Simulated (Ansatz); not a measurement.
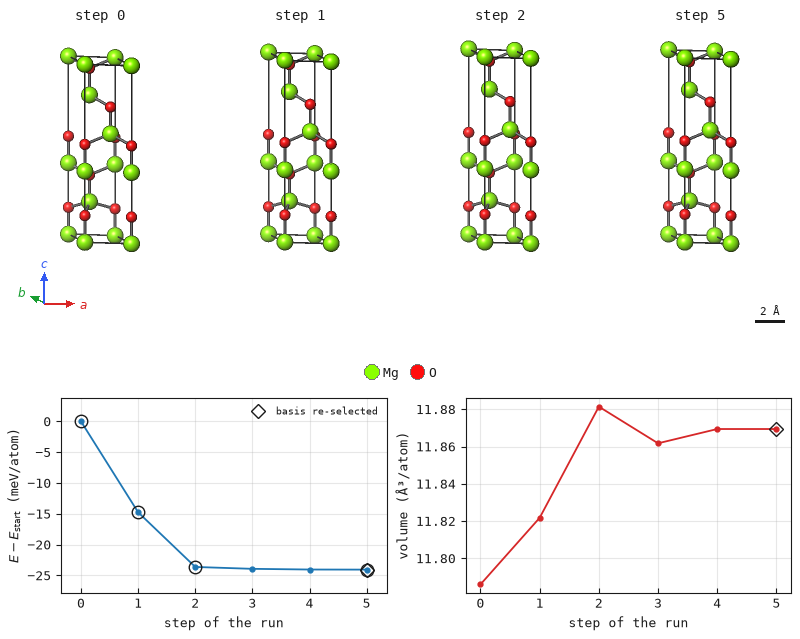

Frames of a relaxation of crystalline MgO (a generated structure, set up in P3m1), marked on the history of the run. A ball-and-stick model of the cell of the calculation, seen slightly off an axis.

Case: stacking ABACB.

All numbers below come from DFT r2SCAN, scalar-relativistic, plane waves, PAW in Ansatz 0.2.0. (plane-wave cutoff 500 eV; k-point mesh 12 × 12 × 2; occupations gaussian; smearing width 0.02 eV; no spin polarisation; cell and atoms relaxed; force threshold 0.01 eV/Å; at most 45 steps)

### What happens along the run?

The energy falls by 24.0 meV per atom in 4 accepted moves (5 points after the start). The largest force component goes from 1 to 0.0016 eV/Å. The pressure goes from 1.64 to 0.00 GPa. The SCF was repeated once at an unchanged geometry on a basis and grid sized afresh for the cell, which shifted the energy by less than 0.05 meV per atom at most. The largest move relative to the cell is that of a Mg atom, 0.034 Å along −c. Largest moves by element: Mg 0.034 Å, O 0.030 Å. The volume changes by +0.7 %, with a = b 3.289 → 3.243 Å (−1.4 %), c 12.583 → 13.034 Å (+3.6 %). Among the contacts that change: Mg–O 1.888 → 1.986 Å, Mg–O 2.000 → 1.972 Å. The space group stays P3m1 (No. 156). From step 0 to 1: a Mg atom moves most (0.02 Å), volume +0.3 %, energy −14.7 meV per atom. From step 1 to 2: volume +0.5 %, energy −8.9 meV per atom. From step 2 to 5: volume −0.1 %, energy −0.4 meV per atom.
